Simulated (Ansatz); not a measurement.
## Single-point calculation, with input and output: Ru

Ru (4 atoms in the cell), computed with DFT PBE, scalar-relativistic, plane waves, PAW, spin-polarised (Ansatz 0.2.0).

The structure was made by a generator, so it may or may not be a known phase. Figures and captions count atoms from 1; the log counts them from 0 in places.

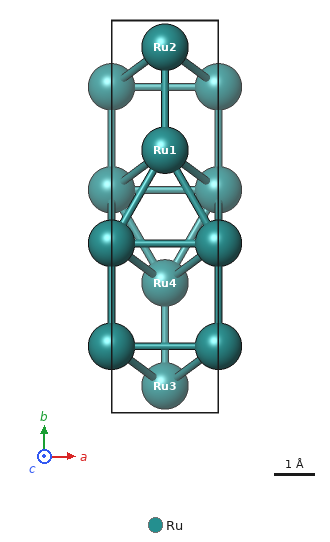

Figure 1. The structure (ball-and-stick view of the cell 2 times as large as that of the calculation, set on its symmetry axes, along the c axis; atoms are numbered from 1 in the order of the input). An atom can appear more than once, as a periodic image.

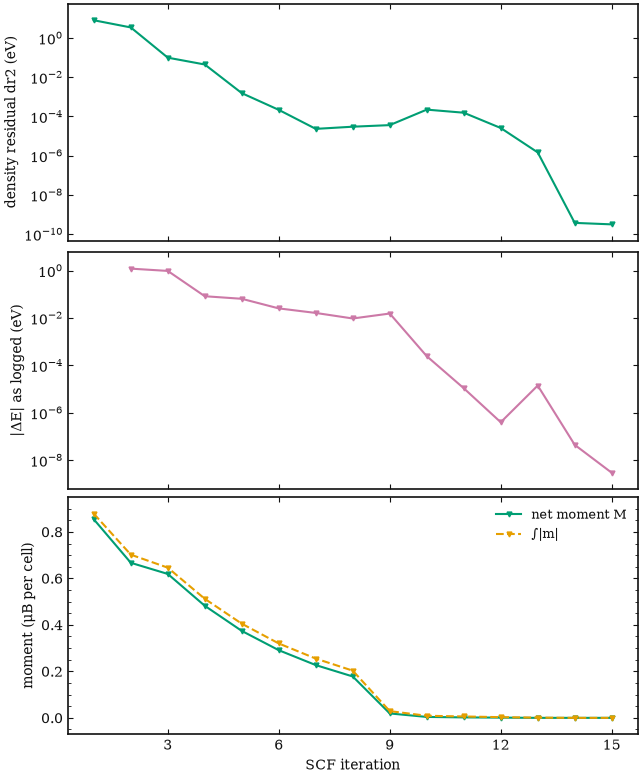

Figure 2. Convergence of the self-consistent field: density residual dr2, size of the energy change and magnetic moment against the SCF iteration. The residual comes down, with one marked jump up, by a factor of about 6, at step 10. The net moment goes from 0.9 to 0.0 μB per cell, and ∫|m| falls to zero.

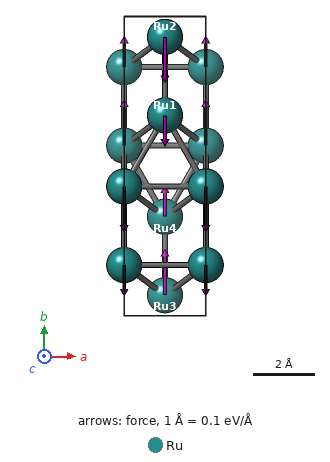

Figure 3. Forces on the atoms as pink arrows (ball-and-stick view of the cell 2 times as large as that of the calculation, set on its symmetry axes, along the c axis; atoms are numbered from 1 in the order of the input). The largest act on Ru2, Ru3 (0.15 eV/Å); Ru1, Ru4 (0.10 eV/Å). The geometry is not a stationary point of this energy.

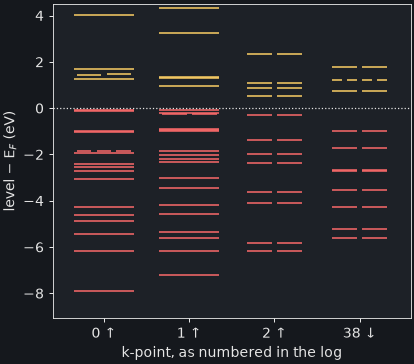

Figure 4. Kohn–Sham levels near the Fermi level (dotted) at the few k-points that the log prints; levels within 0.02 eV of each other stand side by side. The system is metallic on the full mesh.

The input that produced these results follows, with the program's output.

**Input file**
```yaml
crystal:
  lattice:
    - [1.3512620845, -4.9572046846, 0.0]
    - [1.3512620845, 4.9572046846, 0.0]
    - [0.0, 0.0, 4.187243935]
  atoms:
    - { symbol: Ru, position: [0.830759835, 0.169240165, 0.75], spin: 1.0 }
    - { symbol: Ru, position: [0.5681940804, 0.4318059196, 0.75], spin: 1.0 }
    - { symbol: Ru, position: [0.4318059196, 0.5681940804, 0.25], spin: 1.0 }
    - { symbol: Ru, position: [0.169240165, 0.830759835, 0.25], spin: 1.0 }
basis:
  ecutwfc: 420
kpoints:
  mp_grid: { grid: [6, 6, 4] }
hamiltonian:
  xc: pbe
scf:
  occupations: { method: gaussian, width: 0.1 }
  lower_state_search: "off"
output:
  forces: true
  stress: true
  eigenvalues: true
  populations: true
magnetization:
  spin_polarized: true
```

Command:
```bash
ansatz run input.yaml --threads 1 --pin off --max-ram 2560MiB --backend cpu --events-out ev --progress --plain --runs-dir out
```

**The program's output**
```
Engine: ansatz 0.2.0, x86_64-unknown-linux-gnu
Pseudopotentials: kind: paw
Pseudopotential: Ru, paw, valence charge 16, recommended cutoff 420 eV (normal), Ru.paw.azcp
Functional definition: PBE
  parameter kappa = 0.804
  parameter beta = 0.06672455060314922
  exchange = pbe_x(kappa = kappa, mu = beta*pi^2/3)
  correlation = pbe_c(beta = beta)
Crystal: 4 atoms, lattice volume = 56.096 Å³
Basis set: ecut = 420 eV, 1113 PW (Γ), exchange–correlation on 72×72×60 points (8 copies of the dense FFT grid, shifted against one another)
Bands: 41, of which v1, the nominal top of the filled ones, is band 32 counted from 1 (31 counted from 0)
Symmetry: 8 space group operations
Space group: Cmcm (ITA 63), of the structure as read, at distance tolerance 3.8e-5 Å
Magnetic group: BNS 63.457 (UNI 555), of the structure as read, at distance tolerance 3.8e-5 Å
k-points: 39 of 144
Non-local potential: Ru, projectors of the file, l = 0: 3, l = 1: 2, l = 2: 2, l = 3: 1
PAW form: soft (Blöchl's): semilocal exchange-correlation on the pseudo side does not see the compensation charge
PAW one-centre angular grid: Ru, 590 points (default); XC on 64 Gauss nodes
Initial density: superposition of atomic densities (chi_scale 0.1, normalization cell)
Starting moments: Σ|m| = 4 μB on 4 of 4 sites
Initial wavefunctions: pseudopotential atomic-orbital guess
Functional: x = pbe(κ = 0.804, μ = 0.2195149727645171), c = pbe(β = 0.06672455060314922)
SCF iter   1: F=—  HF=-23516.028256 eV  |F-HF|=—  |Δ(HF+E_count)|=         —  Δρ=1.06e-1 (↑1.06e-1 ↓3.94e-2)  dr2=7.93e0  dr2_m=1.44e0  M=0.854 μB ∫|m|=0.878 μB  β_m=0.30  ethr=3.10e-3  ⟨swp⟩=5.5  Hψ=10942  notcnv=0
preconditioner: auto → Kerker (q_TF=auto, 2.789 Å⁻¹)  [metal: Δε(μ)=0.007 eV  Ē_g=6.764 eV  σ=0.100 eV  W_gap=0.04  n_scr=14 (ndim 8)  ℏωp=28.0 eV  f_vac=0.000  D(μ)=3.10/eV (n_scr^D=32)]
spin=Collinear: Kerker preconditioning applied to the charge; magnetization (m = ρ↑ − ρ↓) channel mixes plain (no charge-response kernel on spin).
SCF iter   2: F=—  HF=-23514.831831 eV  |F-HF|=—  |Δ(HF+E_count)|=    1.20e0  Δρ=7.38e-2 (↑7.38e-2 ↓2.93e-2)  dr2=3.41e0  dr2_m=8.19e-1  M=0.667 μB ∫|m|=0.702 μB  β_m=0.30  ethr=3.10e-3  ⟨swp⟩=2.6  Hψ=5748  notcnv=0  defer=144
SCF iter   3: F=—  HF=-23513.870871 eV  |F-HF|=—  |Δ(HF+E_count)|=   9.61e-1  Δρ=3.13e-2 (↑2.92e-2 ↓3.13e-2)  dr2=9.83e-2  dr2_m=4.23e-1  M=0.619 μB ∫|m|=0.646 μB  β_m=0.30  ethr=3.10e-3  ⟨swp⟩=2.0  Hψ=5624  notcnv=0  defer=144
SCF iter   4: F=—  HF=-23513.953067 eV  |F-HF|=—  |Δ(HF+E_count)|=   8.22e-2  Δρ=2.55e-2 (↑2.13e-2 ↓2.55e-2)  dr2=4.41e-2  dr2_m=2.57e-1  M=0.482 μB ∫|m|=0.512 μB  β_m=0.30  ethr=1.54e-4  ⟨swp⟩=1.0  Hψ=3822  notcnv=0  defer=144
SCF iter   5: F=—  HF=-23514.017208 eV  |F-HF|=—  |Δ(HF+E_count)|=   6.41e-2  Δρ=1.78e-2 (↑1.78e-2 ↓1.72e-2)  dr2=1.53e-3  dr2_m=1.57e-1  M=0.374 μB ∫|m|=0.405 μB  β_m=0.30  ethr=6.90e-5  ⟨swp⟩=2.9  Hψ=5965  notcnv=0  defer=144
SCF iter   6: F=—  HF=-23514.042446 eV  |F-HF|=—  |Δ(HF+E_count)|=   2.52e-2  Δρ=1.37e-2 (↑1.37e-2 ↓1.36e-2)  dr2=2.15e-4  dr2_m=9.62e-2  M=0.291 μB ∫|m|=0.320 μB  β_m=0.30  ethr=2.40e-6  ⟨swp⟩=1.9  Hψ=4130  notcnv=0  defer=144
SCF iter   7: F=—  HF=-23514.058671 eV  |F-HF|=—  |Δ(HF+E_count)|=   1.62e-2  Δρ=1.07e-2 (↑1.07e-2 ↓1.07e-2)  dr2=2.31e-5  dr2_m=5.89e-2  M=0.227 μB ∫|m|=0.255 μB  β_m=0.30  ethr=3.36e-7  ⟨swp⟩=2.0  Hψ=5573  notcnv=0  defer=144
Mixer restart at iter 7: flushing history
spin-set hold released at iteration 7 (site moments contracting): the magnetisation degrees of freedom join the quasi-Newton model from the next iteration; the mixer history was flushed
SCF iter   8: F=—  HF=-23514.068134 eV  |F-HF|=—  |Δ(HF+E_count)|=   9.46e-3  Δρ=8.39e-3 (↑8.39e-3 ↓8.37e-3)  dr2=2.98e-5  dr2_m=3.61e-2  M=0.178 μB ∫|m|=0.203 μB  β_m=0.60  ethr=3.61e-8  ⟨swp⟩=2.5  Hψ=5799  notcnv=0  defer=144
SCF iter   9: F=—  HF=-23514.083447 eV  |F-HF|=—  |Δ(HF+E_count)|=   1.53e-2  Δρ=7.68e-4 (↑7.45e-4 ↓7.68e-4)  dr2=3.59e-5  dr2_m=2.89e-4  M=0.019 μB ∫|m|=0.029 μB  β_m=0.82  ethr=3.61e-8  ⟨swp⟩=3.1  Hψ=7462  notcnv=0  defer=144
SCF iter  10: F=—  HF=-23514.083690 eV  |F-HF|=—  |Δ(HF+E_count)|=   2.43e-4  Δρ=3.62e-4 (↑3.62e-4 ↓2.17e-4)  dr2=2.21e-4  dr2_m=2.00e-5  M=0.004 μB ∫|m|=0.009 μB  β_m=0.87  ethr=3.61e-8  ⟨swp⟩=2.2  Hψ=5640  notcnv=0  defer=144
SCF iter  11: F=—  HF=-23514.083701 eV  |F-HF|=—  |Δ(HF+E_count)|=   1.08e-5  Δρ=2.78e-4 (↑1.62e-4 ↓2.78e-4)  dr2=1.54e-4  dr2_m=8.65e-6  M=0.002 μB ∫|m|=0.006 μB  β_m=0.86  ethr=3.61e-8  ⟨swp⟩=2.0  Hψ=5236  notcnv=0  defer=144
SCF iter  12: F=—  HF=-23514.083700 eV  |F-HF|=—  |Δ(HF+E_count)|=   3.96e-7  Δρ=1.23e-4 (↑5.94e-5 ↓1.23e-4)  dr2=2.56e-5  dr2_m=1.82e-6  M=0.001 μB ∫|m|=0.003 μB  β_m=0.93  ethr=3.61e-8  ⟨swp⟩=2.2  Hψ=4128  notcnv=0  defer=144
SCF iter  13: F=—  HF=-23514.083714 eV  |F-HF|=—  |Δ(HF+E_count)|=   1.40e-5  Δρ=3.13e-5 (↑1.20e-5 ↓3.13e-5)  dr2=1.46e-6  dr2_m=1.14e-7  M=0.000 μB ∫|m|=0.001 μB  β_m=0.96  ethr=3.61e-8  ⟨swp⟩=1.1  Hψ=3090  notcnv=0  defer=144
iter 14 did not close the SCF: its close was put off for a magnetic moment that had not settled (scf_convergence_deferred on its scf_iter line)
SCF iter  14: F=-23514.083714 eV  HF=-23514.083714 eV  |F-HF|=1.60e-9  |Δ(HF+E_count)|=   4.41e-8  Δρ=2.77e-6 (↑2.77e-6 ↓2.49e-6)  dr2=3.74e-10  dr2_m=3.44e-9  M=0.000 μB ∫|m|=0.000 μB  β_m=0.98  ethr=1.56e-10  ⟨swp⟩=8.5  Hψ=13827  notcnv=0
SCF iter  15: F=-23514.083714 eV  HF=-23514.083714 eV  |F-HF|=2.33e-10  |Δ(HF+E_count)|=   2.93e-9  Δρ=6.00e-7 (↑2.17e-7 ↓6.00e-7)  dr2=3.14e-10  dr2_m=5.72e-11  M=0.000 μB ∫|m|=0.000 μB  ethr=1.00e-12  ⟨swp⟩=1.0  Hψ=9091  notcnv=0
WARN: the starting moments were not kept: the SCF closed with an absolute magnetisation of 2.3e-5 μB, where they sum to 4 μB in size (4 sites). That is at most 0.1 of that sum. Measured as dr2_m measures the in/out step, that magnetisation stands 6.6e-11 eV from none, at or under the dr2_threshold of 1.0e-7 eV: it is no larger than a step whose dr2_m would equal this threshold. The system may hold no moment; this SCF shows only that its start led to no more than that. To try another start: raise the starting moments (crystal.atoms[].spin, magnetization.per_species, magnetization.initial_magnetization, or on a non-collinear deck that types none of these the spinor_matrix: blocks that start its atoms; where the total moment is fixed, keep their sum and leave initial_magnetization as it is; typed ones take the place of any that the run laid by itself, positive ones on a crystal's lanthanoids without a Hubbard term where scf.initial_density.shell_occupations: [] is typed) or, if the notice of its spin-set hold's release reads "site moments contracting" or "site moments show no strong build", lengthen the hold (scf.mixing.spin_hold: { on: { confirm: 4 } }; for m-r²SCAN on two components see the key's manual first). Each may lead to a state that holds a moment. A second SCF, from the converged charge density, with the starting moments and any scf.initial_density.shell_occupations laid on it anew, would have followed, and was not run: the deck does not ask for one (magnetization.retry_lost_moments is false, the default). To let it run, set magnetization.retry_lost_moments: true and run the deck again, where that key's refused combinations let it; where memory then withholds it, that run's warning says so.
SCF 1 converged in 15 iterations: F = -23514.083714 eV  dr2 = 3.14e-10
  greatest PAW one-centre occupation: 0.998 electrons in one spin orbital (limit 2), on the Ru atom at site 2 (counted from 0), in its partial waves of l = 0
SCF converged after 15 iterations
Magnetization: 0.0000 μB (32.0000 up, 32.0000 down)
Absolute magnetization: 0.0000 μB (∫|ρ↑−ρ↓|, with the PAW one-centre terms)
Spin contamination: 0.0000 ħ² per cell (⟨S²⟩ above its minimum at these occupations)
Per-site moments (μB) at R_I (Å): [(5.784451583802443e-6, 1.0738135556928896), (-4.28395035061171e-6, 1.0280870145616965), (-4.283950350615687e-6, 1.0280870145616965), (5.784451583755962e-6, 1.0738135556928896)]
Free energy (F): -23514.083714 eV
Harris-Foulkes:  -23514.083714 eV  (|F-HF|=2.33e-10)
Internal energy: -23514.069174 eV  (E = F + TS)
E sigma→0 (E₀):  -23514.076444 eV
Entropy (-TS):   -0.014540 eV (-3.635 meV/atom)
Fermi energy:    22.724687 eV
--- Per-component energies (eV) ---
  E_band       = -265.233010
  E_kinetic    = 2055.093695
  E_local      = -5226.688210  (includes V_loc(G=0)·N_el)
  E_nonlocal   = 1372.685689
  E_hartree    = 1688.091223
  E_xc         = -761.365185
  E_vxc        = -955.781543  (∫ρ·V_xc dr)
  E_paw        = -13842.987087  (= ΣΔE_a)
  E_vpaw       = -886.724389  (= ΣTr[D̂ρ^β])
  E_aug_tail   = -0.000736  (compensation charges beyond the density's cutoff)
  E_ewald      = -8798.898562
  E_smearing   = -0.014540  (= −TS)
  E_closure    = 0.000000  (closes the sum)
  Σ components = -23514.083714   (vs F -23514.083714, Δ=0.00e0)
--- Forces (eV/Å), atoms counted from 1 ---
  atom   1  Ru     0.00000000    -0.10496105     0.00000000
  atom   2  Ru     0.00000000    -0.15425006     0.00000000
  atom   3  Ru     0.00000000     0.15425006     0.00000000
  atom   4  Ru     0.00000000     0.10496105     0.00000000
  max |Σ_I F_I| component: 1.39e-17 eV/Å
--- Stress (GPa, compression-positive) ---
        0.156384       0.000000       0.000000
        0.000000      -0.002077       0.000000
        0.000000       0.000000       0.144743
  P = ⅓ Tr σ = 0.0997 GPa (0.997 kbar)
--- Band table (eV; the first three rows and the last of 78) ---
  k-point 0 ↑: bands = ["-50.5152", "-50.3328", "-50.2246", "-50.2161", "-21.0088", "-20.7570", "-20.6323", "-20.3911", "-20.1981", "-20.1554", "-20.0792", "-20.0507", "-19.9128", "-19.8533", "-19.8469", "-19.8436", "14.8283", "16.5509", "17.3036", "17.8670", "18.1289", "18.4491", "19.6823", "20.0083", "20.2039", "20.2943", "20.7917", "20.8649", "20.8658", "20.8774", "21.6802", "21.7185", "22.6030", "22.6367", "24.0045", "24.1684", "24.1874", "24.4060", "26.7381", "27.7888", "33.1414"]
  k-point 1 ↑: bands = ["-50.4855", "-50.3528", "-50.2304", "-50.2207", "-20.9439", "-20.8709", "-20.6444", "-20.2398", "-20.1668", "-20.1019", "-20.0705", "-20.0192", "-20.0097", "-19.9299", "-19.8710", "-19.8645", "15.5202", "16.5338", "17.1047", "17.3620", "18.1432", "18.5530", "19.2552", "19.7221", "20.4173", "20.5331", "20.7169", "20.8830", "21.7271", "21.7965", "21.8338", "22.4622", "22.4657", "22.5008", "22.6388", "23.6847", "24.0337", "24.0685", "25.9699", "27.0735", "33.0550"]
  k-point 2 ↑: bands = ["-50.4154", "-50.4154", "-50.2296", "-50.2296", "-20.9426", "-20.9426", "-20.3745", "-20.3745", "-20.1011", "-20.1011", "-20.0990", "-20.0990", "-19.9300", "-19.9300", "-19.9208", "-19.9208", "16.5603", "16.5603", "16.9178", "16.9178", "18.6220", "18.6220", "19.0889", "19.0889", "20.3384", "20.3384", "20.7371", "20.7371", "21.3326", "21.3326", "22.4376", "22.4376", "23.2468", "23.2468", "23.6174", "23.6174", "23.8063", "23.8063", "25.0755", "25.0755", "32.5151"]
  k-point 38 ↓: bands = ["-50.4030", "-50.4030", "-50.2424", "-50.2424", "-20.7607", "-20.7607", "-20.4457", "-20.4457", "-20.1156", "-20.1156", "-20.1137", "-20.1137", "-20.0386", "-20.0386", "-19.9056", "-19.9056", "17.1238", "17.1238", "17.5190", "17.5190", "18.4620", "18.4620", "19.1854", "19.1854", "20.0289", "20.0289", "20.0534", "20.0534", "21.0016", "21.0016", "21.7584", "21.7584", "23.4749", "23.4749", "23.9341", "23.9341", "23.9415", "23.9415", "24.5215", "24.5215", "36.0761"]
--- Löwdin populations: 4 sites ---
  site symbol       q [e]    m [muB]
     0     Ru     15.9364     0.0000
     1     Ru     15.8812    -0.0000
     2     Ru     15.8812    -0.0000
     3     Ru     15.9364     0.0000
  spilling = 0.005699 (of n_electrons = 64.000000)
```

**File populations.tsv**
```
# site	symbol	l	j	q_up	q_dn
# orbitals = lowdin
# n_electrons = 64.000000
# spilling = 0.005699
0	Ru	0_4S	-	0.980722	0.980722
0	Ru	0_5S	-	0.396166	0.396167
0	Ru	1_4P	-	2.997360	2.997360
0	Ru	2_4D	-	3.593959	3.593953
1	Ru	0_4S	-	0.977345	0.977345
1	Ru	0_5S	-	0.395492	0.395492
1	Ru	1_4P	-	2.996792	2.996792
1	Ru	2_4D	-	3.570974	3.570978
2	Ru	0_4S	-	0.977345	0.977345
2	Ru	0_5S	-	0.395492	0.395492
2	Ru	1_4P	-	2.996792	2.996792
2	Ru	2_4D	-	3.570974	3.570978
3	Ru	0_4S	-	0.980722	0.980722
3	Ru	0_5S	-	0.396166	0.396167
3	Ru	1_4P	-	2.997360	2.997360
3	Ru	2_4D	-	3.593959	3.593953
```

**Summary**

```tsv
quantity	value
outcome	converged
space group (tolerance 0.01 Å)	Cmcm (63)
electrons treated	64
free energy	−23514.0837 eV
Fermi energy	22.725 eV
gap on the k-point mesh	none (metallic)
net moment of the cell	0.00 μB
integrated absolute moment	0.00 μB
pressure	0.10 GPa
largest force (length of the vector)	0.154 eV/Å
hardware	1 thread of Intel Xeon @ 2.50GHz (Skylake/Cascade Lake), 189 GiB of memory available, shared host
wall time	36 s
peak memory	0.45 GiB
```

Warnings of the run: some starting moments were not kept.
